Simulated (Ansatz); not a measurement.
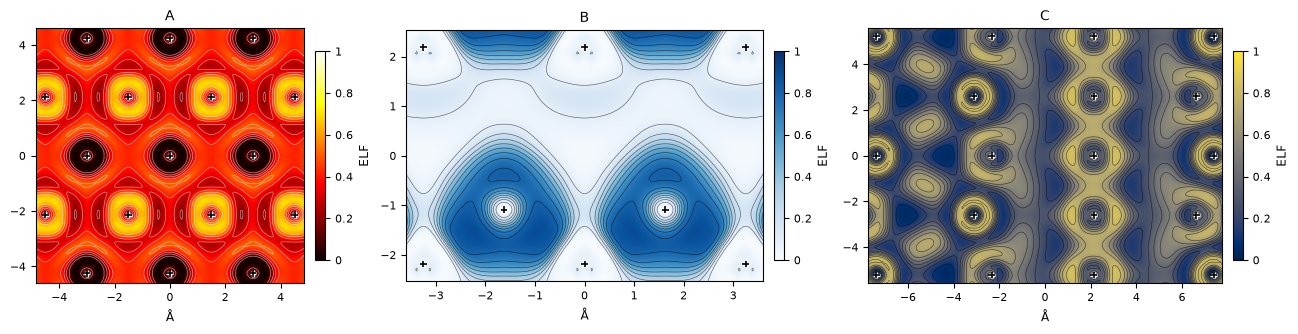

The electron localisation function of 3 systems, each on a plane through atoms (crosses mark nuclei in the plane).

Theory: Ansatz 0.2.0, DFT PBE, scalar-relativistic, plane waves, PAW.

System 1: ZrSi2, the (101) plane of the conventional cell. Space group Cmcm.

System 2: AlRu, the (011) plane of the conventional cell. Space group Pm-3m; computed without spin polarisation.

```cif
data_structure
_symmetry_space_group_name_H-M 'P 1'
_symmetry_Int_Tables_number 1
_cell_length_a 3.0041
_cell_length_b 3.0041
_cell_length_c 3.0041
_cell_angle_alpha 90.000
_cell_angle_beta 90.000
_cell_angle_gamma 90.000
_cell_volume 27.11
loop_
_atom_site_label
_atom_site_type_symbol
_atom_site_fract_x
_atom_site_fract_y
_atom_site_fract_z
_atom_site_occupancy
Al1 Al 0.00000 0.00000 0.00000 1
Ru1 Ru 0.50000 0.50000 0.50000 1
```

System 3: AlN, the (010) plane of the conventional cell. Space group I-4m2; a structure from a database of computed crystals, not necessarily the ambient phase; changed on purpose from its base cell (strain +0.0525 x Voigt [1, 1, 0, 0, 0, 0], atoms carried along); computed pressure about −13 GPa in this cell.

```yaml
crystal:
  lattice:
    - [2.29865, -2.29865, 0.00000]
    - [2.29865, 2.29865, 0.00000]
    - [0.00000, 0.00000, 4.36799]
  atoms:
    - { symbol: Al, position: [0.00000, 0.00000, 0.00000] }
    - { symbol: Al, position: [0.50000, 0.50000, 0.50000] }
    - { symbol: N, position: [0.50000, 0.00000, 0.25000] }
    - { symbol: N, position: [0.00000, 0.50000, 0.75000] }
```

Question: Which map belongs to which system?

Answer: Panel A is system 2, AlRu: the plane holds Al and Ru. Al–Ru (2.60 Å): the ELF is about 0.40 at the midpoint. Panel B is system 3, AlN: the plane holds Al and N. Al–N (1.96 Å): the ELF peaks at about 0.90 between the atoms: a shared but strongly polarised pair. Panel C is system 1, ZrSi2: the plane holds Zr and Si. Zr–Si (2.72 Å): the ELF peaks at about 0.80 in the valence shell of Si, 0.9 Å from its nucleus, and is about 0.35 at the midpoint.
